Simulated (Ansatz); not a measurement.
A series of calculations on ZnS

## 1. Relaxation

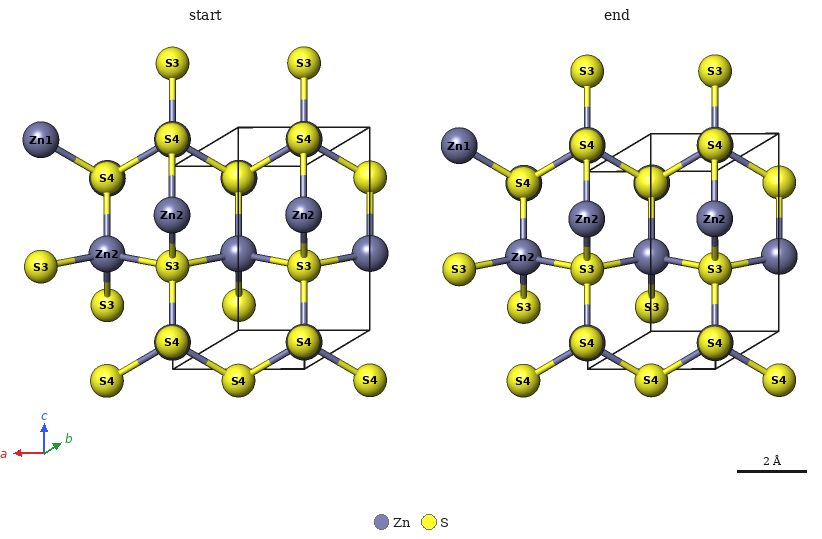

The structure of solid ZnS (set up in P6_3mc) before (left) and after (right) a relaxation, at one scale.

A ball-and-stick model of the cell of the calculation, repeated 2 × 1 × 1 with one cell outlined, seen from a free direction.

Case: relaxed again under DFT LDA, scalar-relativistic, plane waves, PAW.

All numbers below come from Ansatz, DFT LDA, scalar-relativistic, plane waves, PAW. Settings: plane-wave cutoff 420 eV; k-point mesh 9 × 9 × 6; occupations gaussian; smearing width 0.02 eV; no spin polarisation; cell and atoms relaxed; force threshold 0.005 eV/Å; at most 50 steps.

Question: Summarise the run.

Answer: Over 4 accepted moves (5 points after the start) the energy falls by 0.128 eV per cell of the calculation. Largest force component: 0.0059 eV/Å at the start, 0.00014 eV/Å at the end. The pressure goes from −5.92 to 0.00 GPa. The SCF was repeated once at an unchanged geometry on a basis and grid sized afresh for the cell, which shifted the energy by 1.8 meV per cell of the calculation at most. The atoms keep their places relative to the cell (all moves are under 0.005 Å). The drawn cell changes as follows: a = b 3.846 → 3.738 Å (−2.8 %), c 6.305 → 6.143 Å (−2.6 %); the volume changes by −7.9 %. Near-neighbour distances that change, for instance: Zn1–S3 2.362 → 2.296 Å, Zn1–S4 2.357 → 2.293 Å. The space group stays P6_3mc (No. 186). The run took 49 s on 1 thread of Arm Neoverse V2 (shared host), peak memory 0.34 GiB.

## 2. Relaxation

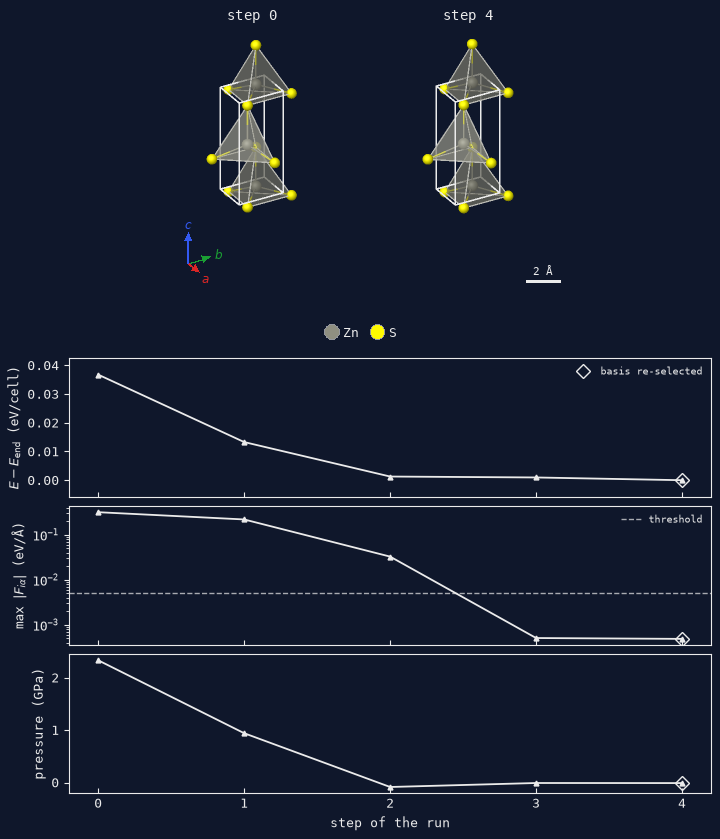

First and last geometry of a relaxation of crystalline ZnS (set up in P6_3mc), with the history of the run. The picture is a polyhedral view of the cell of the calculation, seen slightly off an axis.

These are results of DFT PBE, scalar-relativistic, plane waves, PAW in Ansatz 0.2.0, not measurements.

Input
```yaml
crystal:
  lattice:
    - [3.811, 0.0, 0.0]
    - [-1.9055, 3.3004228138, 0.0]
    - [0.0, 0.0, 6.234]
  atoms:
    - { symbol: Zn, position: [0.3333333333, 0.6666666667, 0.0] }
    - { symbol: Zn, position: [0.6666666667, 0.3333333333, 0.5] }
    - { symbol: S, position: [0.3333333333, 0.6666666667, 0.385] }
    - { symbol: S, position: [0.6666666667, 0.3333333333, 0.885] }
basis:
  ecutwfc: 420
kpoints:
  mp_grid: { grid: [9, 9, 6] }
hamiltonian:
  xc: pbe
scf:
  occupations: { method: gaussian, width: 0.02 }
output:
  forces: true
  stress: true
  eigenvalues: true
  write_density: true
  write_potential: true
  elf: true
  volumetric_format: npy
relax:
  adjacent_minimum: "off"
  f_tol: 0.005
  max_steps: 80
  cell: { stress_tol: 0.05 }
```

Run as
```bash
ansatz run input.yaml --threads 1 --pin off --max-ram 2560MiB --backend cpu --events-out ev --progress --plain --runs-dir out
```

Q: What do the curves and the structures tell?

A: It converged. The largest moves relative to the cell, 0.033 Å, are those of Zn1, Zn2, S3 and S4. S3 goes along −c. Largest moves by element: S 0.033 Å, Zn 0.033 Å. Cell: a = b 3.811 → 3.846 Å (+0.9 %), c 6.234 → 6.305 Å (+1.1 %). Volume +3.0 %. Near-neighbour distances that change, for instance: Zn1–S4 2.314 → 2.357 Å, Zn1–S3 2.400 → 2.362 Å. The space group stays P6_3mc (No. 186). Over 3 accepted moves (4 points after the start) the energy falls by 36.8 meV per cell of the calculation. Largest force component: 0.32 eV/Å at the start, 0.00049 eV/Å at the end. The pressure goes from 2.33 to −0.01 GPa. The SCF was repeated once at an unchanged geometry on a basis and grid sized afresh for the cell, which shifted the energy by 1.0 meV per cell of the calculation at most.

```json
{"step": "0", "E − E(0), meV/atom": "0.00", "largest force component, eV/Å": "0.3194", "pressure, GPa": "2.33", "volume, Å³/atom": "19.603", "note": ""}
{"step": "1", "E − E(0), meV/atom": "-5.87", "largest force component, eV/Å": "0.2203", "pressure, GPa": "0.94", "volume, Å³/atom": "19.947", "note": ""}
{"step": "2", "E − E(0), meV/atom": "-8.87", "largest force component, eV/Å": "0.0329", "pressure, GPa": "-0.09", "volume, Å³/atom": "20.211", "note": ""}
{"step": "3", "E − E(0), meV/atom": "-8.95", "largest force component, eV/Å": "0.0005", "pressure, GPa": "-0.01", "volume, Å³/atom": "20.188", "note": ""}
{"step": "4", "E − E(0), meV/atom": "-9.19", "largest force component, eV/Å": "0.0005", "pressure, GPa": "-0.01", "volume, Å³/atom": "20.188", "note": "same geometry, new basis"}
```

## 3. Dynamics

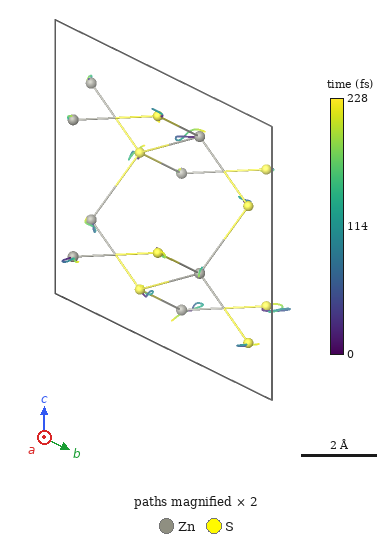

A Born-Oppenheimer molecular dynamics run of a 16-atom cell of ZnS (set up in P6_3mc), 228 fs long. Lines trace each atom's path, coloured by time; spheres stand at the starting positions. The excursions are magnified 2 times. Seen along the a axis in the simulation cell.

These are results of DFT PBEsol, scalar-relativistic, plane waves, PAW in Ansatz 0.2.0, not measurements. Set-up: plane-wave cutoff 420 eV; k-point mesh 2 × 2 × 2; Fermi-Dirac smearing 0.0388 eV; volume 1.01 times that of the relaxed crystal; constant energy (NVE); velocities drawn for 450 K; time step 6 fs.

Question: What do the traces tell about the motion?

Answer: Root-mean-square distances from the starting positions over the second half, with the common drift of all atoms taken out: Zn 0.14 Å, S 0.12 Å. That is small against the typical shortest distance between atoms in the first frame, about 2.3 Å: the atoms vibrate about their sites and the arrangement holds. The total energy stays between 0 and 0.66 meV per atom of its start. A straight-line fit has a slope that amounts to +0.029 meV per atom over 228 fs (under 0.1 % of the mean kinetic energy), and the ripple about it is 1.7 % of the kinetic energy's fluctuation. With a drift under 2 % and a ripple under 7 %, the integration is accurate. The time step of 6 fs is long for the fastest vibrations here (lightest element sulfur).

Cost: 90 s on 4 threads of Arm Neoverse V2, with other jobs on the host, peak memory 0.84 GiB.
